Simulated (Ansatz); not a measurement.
In16As15 (cell with a defect)

Input file:

```
crystal:
  lattice:
    - [-6.1863269466, 6.1863269466, -6.1863269466]
    - [-6.1863269466, -6.1863269466, 6.1863269466]
    - [6.1863269466, 6.1863269466, 6.1863269466]
  atoms:
    - { symbol: In, position: [0.0, 0.25, 0.75] }
    - { symbol: In, position: [0.75, 0.5, 0.75] }
    - { symbol: In, position: [0.75, 0.25, 0.0] }
    - { symbol: In, position: [0.5, 0.75, 0.75] }
    - { symbol: In, position: [0.5, 0.5, 0.0] }
    - { symbol: In, position: [0.5, 0.25, 0.25] }
    - { symbol: In, position: [0.25, 0.0, 0.75] }
    - { symbol: In, position: [0.25, 0.75, 0.0] }
    - { symbol: In, position: [0.25, 0.5, 0.25] }
    - { symbol: In, position: [0.25, 0.25, 0.5] }
    - { symbol: In, position: [0.0, 0.0, 0.0] }
    - { symbol: In, position: [0.0, 0.75, 0.25] }
    - { symbol: In, position: [0.0, 0.5, 0.5] }
    - { symbol: In, position: [0.75, 0.0, 0.25] }
    - { symbol: In, position: [0.75, 0.75, 0.5] }
    - { symbol: In, position: [0.5, 0.0, 0.5] }
    - { symbol: As, position: [0.75, 0.25, 0.25] }
    - { symbol: As, position: [0.75, 0.0, 0.5] }
    - { symbol: As, position: [0.5, 0.5, 0.25] }
    - { symbol: As, position: [0.5, 0.25, 0.5] }
    - { symbol: As, position: [0.5, 0.0, 0.75] }
    - { symbol: As, position: [0.25, 0.75, 0.25] }
    - { symbol: As, position: [0.25, 0.5, 0.5] }
    - { symbol: As, position: [0.25, 0.25, 0.75] }
    - { symbol: As, position: [0.25, 0.0, 0.0] }
    - { symbol: As, position: [0.0, 0.75, 0.5] }
    - { symbol: As, position: [0.0, 0.5, 0.75] }
    - { symbol: As, position: [0.0, 0.25, 0.0] }
    - { symbol: As, position: [0.75, 0.75, 0.75] }
    - { symbol: As, position: [0.75, 0.5, 0.0] }
    - { symbol: As, position: [0.5, 0.75, 0.0] }
basis:
  ecutwfc: 420
  xc_grid: 2
kpoints:
  mp_grid: { grid: [3, 3, 3], shift: [0.0, 0.0, 0.0] }
hamiltonian:
  xc: pbe
scf:
  occupations: { method: gaussian, width: 0.1 }
output:
  forces: true
  stress: false
  eigenvalues: true
  write_density: true
  write_potential: true
  elf: true
  volumetric_format: npy
relax:
  adjacent_minimum: "off"
  f_tol: 0.025
  max_steps: 60
```

Command:

```sh
ansatz run input.yaml --threads 8 --pin off --max-ram 22528MiB --backend cpu --events-out ev --progress --plain --runs-dir out
```

The fields are those of the relaxed geometry.

Computed without spin polarisation.

Theory: DFT PBE, scalar-relativistic, plane waves, PAW in Ansatz.

The density is the valence pseudo-density of a PAW calculation; it isn't the true density close to the nuclei.

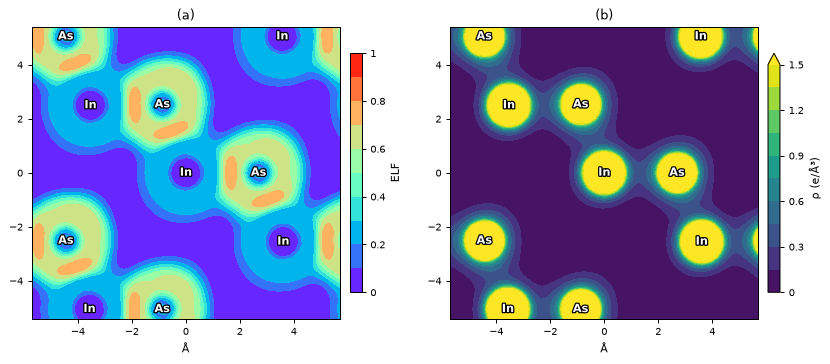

Figure 1. (a) ELF; (b) valence charge density (pseudo) on the (010) plane of the calculation cell.

Read the bonding off the picture.

Answer. Atoms in the plane: In and As.
In–As (2.68 Å): ρ at the midpoint is about 0.38 e/Å³; the ELF peaks at about 0.75 between the atoms.
In–As (2.71 Å): ρ is about 0.36 e/Å³ halfway; the ELF peaks at about 0.75 between the atoms.
Between the atoms the lowest density in this plane is 0.01 e/Å³.

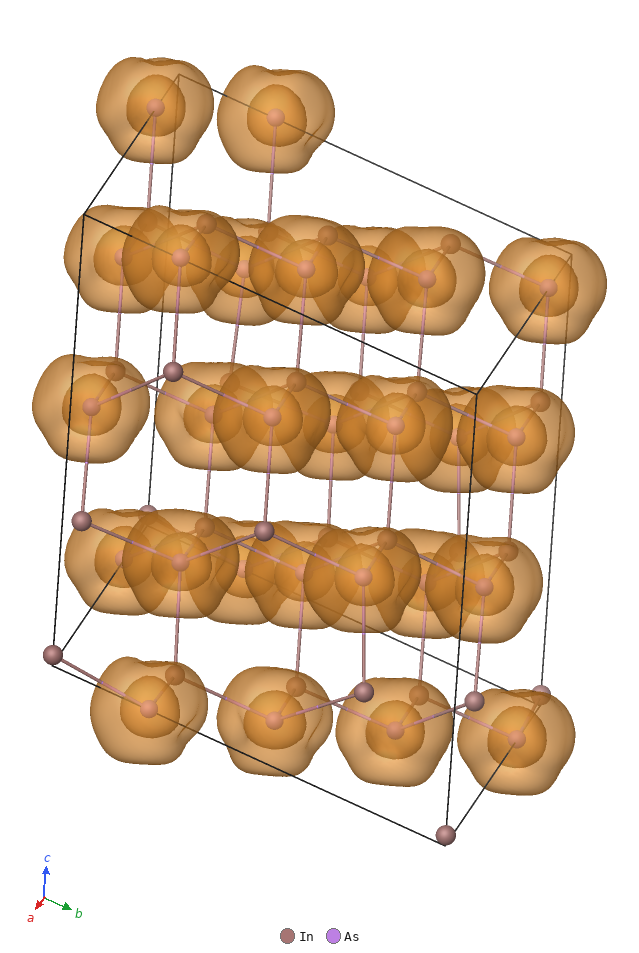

Figure 2. Isosurface of the ELF at 0.6 (orange), seen slightly off an axis. Only the valence region is drawn (cores and ρ < 0.01 e/Å³ removed). Sticks mark near contacts.

What do the ELF domains correspond to?

Answer. At this value the surface marks out 15 regions on As in which the atom's valence shell and bonds are merged, counted in one cell of 31 atoms. Regions shared between cells count once. Profiles from the grid: In–As (2.72 Å): the ELF is about 0.55 at the midpoint.

Does the calculation give a band gap?

Answer. It is gapless in this calculation (a metal or semimetal).
